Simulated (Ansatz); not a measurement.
**B6As: density, localisation and related maps**

```xyz
42
Lattice="6.0775 0.0000 0.0000 -3.0388 5.2633 0.0000 0.0000 0.0000 11.7489" Properties=species:S:1:pos:R:3 pbc="T T T"
B     3.0388    4.1799    1.3925
B     3.0387    0.6710    5.3088
B     0.0000    2.4254    9.2250
B     5.1393    0.5417    1.3925
B     2.1005    2.2962    5.3088
B    -0.9383    4.0506    9.2250
B     1.6694    2.5450    3.5884
B    -1.3694    4.2995    7.5046
B     4.7082    0.7906   11.4210
B     3.0388    0.1733    3.5884
B     0.0000    1.9277    7.5046
B     3.0388    3.6821   11.4210
B     4.4081    2.5450    3.5884
B     1.3693    4.2995    7.5046
B     1.3694    0.7906   11.4210
B     1.6694    4.4727    0.3279
B     1.6694    0.9638    4.2443
B    -1.3693    2.7183    8.1606
B    -1.6694    4.4727    0.3279
B     4.4081    0.9638    4.2443
B     1.3693    2.7183    8.1606
B     0.0000    1.5812    0.3279
B     3.0388    3.3356    4.2443
B     0.0000    5.0900    8.1606
B     3.9770    1.2127    2.5239
B     0.9383    2.9671    6.4402
B    -2.1005    4.7216   10.3565
B     3.0388    2.8379    2.5239
B     0.0000    4.5923    6.4402
B     0.0000    1.0834   10.3565
B     2.1005    1.2127    2.5239
B    -0.9382    2.9671    6.4402
B     2.1005    4.7216   10.3565
B     0.9382    0.5417    1.3925
B     3.9770    2.2962    5.3088
B     0.9383    4.0506    9.2250
As    0.0000    3.5089    3.1432
As    0.0000    0.0000    7.0595
As    3.0388    1.7544   10.9759
As    0.0000    3.5089    0.7731
As    0.0000    0.0000    4.6895
As    3.0388    1.7544    8.6057
```

Space group R-3m; a structure from a database of computed crystals, not necessarily the ambient phase.

The calculation used Ansatz 0.2.0, DFT LDA, scalar-relativistic, plane waves, PAW.

Core electrons are frozen (PAW), and the valence fields are smoothed inside the atomic spheres.

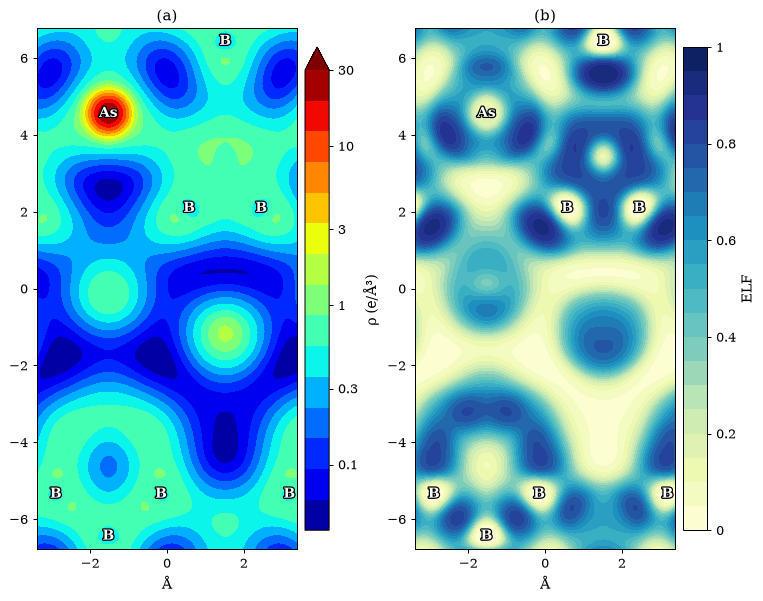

Figure 1. (a) valence pseudo-density; (b) electron localisation function on the (011) plane of the conventional cell.

Question: What does the map show?

Answer: The section cuts through B and As sites. Atoms just off the plane (B, 0.4 Å away and As, 0.7 Å away) can leave unmarked features too. B–B (1.76 Å): the density is about 0.8 e/Å³ at the midpoint; the ELF peaks at about 0.85 between the atoms. B–B (1.88 Å): the density is about 0.67 e/Å³ at the midpoint; the ELF peaks at about 0.80 between the atoms. Between the atoms the lowest density in this plane is 0.04 e/Å³.

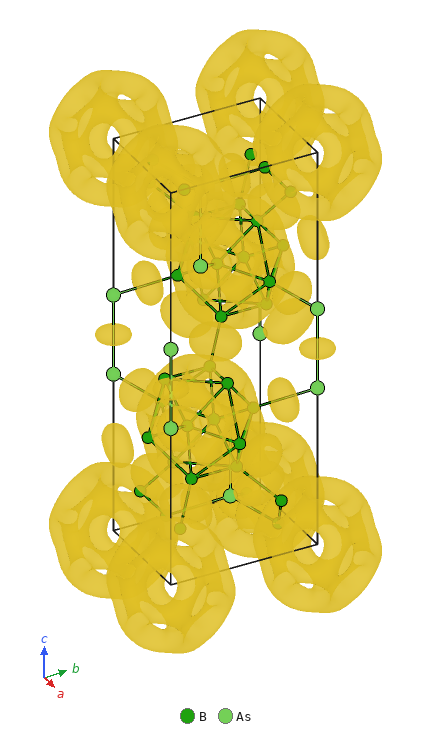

Figure 2. Isosurface of the electron localisation function at 0.7 (yellow), seen slightly off an axis. Core shells and regions of very low density are left out. Sticks mark near contacts.

Question: What do the ELF domains correspond to?

Answer: At this value the surface marks out three regions between bonded As–As atoms (shared pairs), 18 regions between bonded As–B atoms (shared pairs), nine regions between bonded B–B atoms (shared pairs) and three pockets between the atoms, centred on no nucleus (multi-centre or interstitial), counted in one cell of 42 atoms. Any copies at cell faces, edges or corners count once.


B–B (1.71 Å): the ELF peaks at about 0.85 between the atoms. B–As (1.98 Å): the ELF peaks at about 0.90 between the atoms.

Question: Does the calculation give a band gap?

Answer: It is gapped, with a Kohn–Sham gap of 2.7 eV on the k-point mesh (the band edges may lie off the mesh, which would make the gap smaller).
